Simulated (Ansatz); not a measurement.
# HC$_{24}$ (slab): what the fields show

Input

```
crystal:
  lattice:
    - [4.9300990165, 0.0, 0.0]
    - [-2.4650495082, 4.2695909914, 0.0]
    - [0.0, 0.0, 25.69871234]
  atoms:
    - { symbol: C, position: [0.8333333333, 0.6666666667, 0.3307558716] }
    - { symbol: C, position: [0.8333333333, 0.1666666667, 0.3307558716] }
    - { symbol: C, position: [0.3333333333, 0.6666666667, 0.3307558716] }
    - { symbol: C, position: [0.3333333333, 0.1666666667, 0.3307558716] }
    - { symbol: C, position: [0.6666666667, 0.3333333333, 0.330818521] }
    - { symbol: C, position: [0.6666666667, 0.8333333333, 0.330818521] }
    - { symbol: C, position: [0.1666666667, 0.3333333333, 0.330818521] }
    - { symbol: C, position: [0.1666666667, 0.8333333333, 0.330818521] }
    - { symbol: C, position: [0.1666666667, 0.8333333333, 0.4610562199] }
    - { symbol: C, position: [0.1666666667, 0.3333333333, 0.4610562199] }
    - { symbol: C, position: [0.6666666667, 0.8333333333, 0.4610562199] }
    - { symbol: C, position: [0.6666666667, 0.3333333333, 0.4610562199] }
    - { symbol: C, position: [0.0, 0.5, 0.4611188691] }
    - { symbol: C, position: [0.0, 0.0, 0.4611188691] }
    - { symbol: C, position: [0.5, 0.5, 0.4611188691] }
    - { symbol: C, position: [0.5, 0.0, 0.4611188691] }
    - { symbol: C, position: [0.5, 0.0, 0.5913565681] }
    - { symbol: C, position: [0.5, 0.5, 0.5913565681] }
    - { symbol: C, position: [0.0, 0.0, 0.5913565681] }
    - { symbol: C, position: [0.0, 0.5, 0.5913565681] }
    - { symbol: C, position: [0.3333333333, 0.6666666667, 0.5914192174] }
    - { symbol: C, position: [0.3333333333, 0.1666666667, 0.5914192174] }
    - { symbol: C, position: [0.8333333333, 0.6666666667, 0.5914192174] }
    - { symbol: C, position: [0.8333333333, 0.1666666667, 0.5914192174] }
    - { symbol: H, position: [0.2662688942, 0.2581975065, 0.62410568], spin: 1.0 }
basis:
  ecutwfc: 420
kpoints:
  mp_grid: { grid: [6, 6, 1] }
hamiltonian:
  xc: pbe
  dispersion: d3bj
scf:
  occupations: { method: gaussian, width: 0.05 }
output:
  forces: true
  eigenvalues: true
  populations: true
  write_density: true
  write_potential: true
  elf: true
  volumetric_format: npy
magnetization:
  spin_polarized: true
relax:
  adjacent_minimum: "off"
  f_tol: 0.02
  max_steps: 70
  constraints: [{ sites: [0, 1, 2, 3, 4, 5, 6, 7] }]
efield:
  axis: 3
  dipole_correction: true
  ramp_width: 0.04
```

Command:

```sh
ansatz run input.yaml --threads 4 --pin off --max-ram 10240MiB --backend cpu --events-out ev --progress --plain --runs-dir out
```

The fields are those of the run's last geometry, not of the input's.

The program warned that a starting moment wasn't kept; spin-polarised.

Computed with DFT PBE+D3(BJ), scalar-relativistic, plane waves, PAW (Ansatz 0.2.0).

The density is the valence pseudo-density of a PAW calculation; it isn't the true density close to the nuclei.

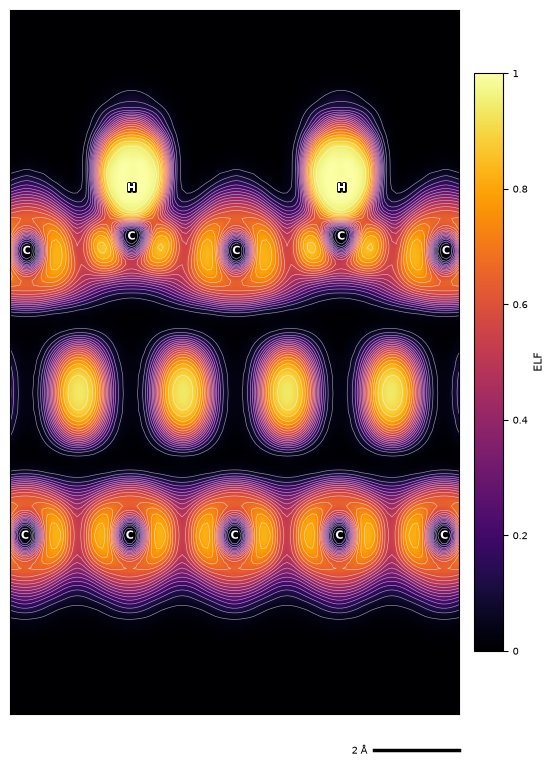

Figure 1. ELF on the (100) plane of the calculation cell, a cut from vacuum to vacuum.

Question: What do the fields say about this system?

Answer:
- The section cuts through C and H sites.
- Atoms just off the plane (C, 0.7 Å away) can leave unmarked features too.
- C–H (1.13 Å): the ELF climbs to about 1 towards the hydrogen, as it does in any bond to H: an ordinary covalent bond to hydrogen.

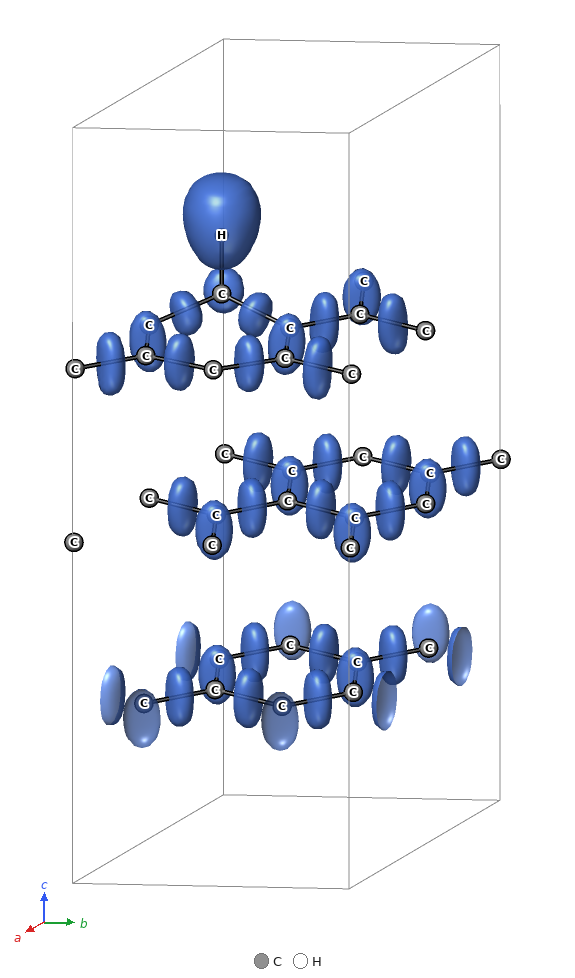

Figure 2. Isosurface of the ELF at 0.85 (blue), seen at an oblique angle. Only the valence region is drawn (cores and ρ < 0.01 e/Å³ removed). Sticks mark near contacts.

Question: What do the ELF domains correspond to?

Answer: The ELF exceeds this value in 36 regions between bonded C–C atoms (shared pairs) and one region around a hydrogen nucleus, counted in one cell of 25 atoms. Counts are for one cell; the picture repeats the cell along the surface. Profiles from the grid: C–C (1.41 Å): the ELF peaks at about 0.95 between the atoms: a covalent bond.
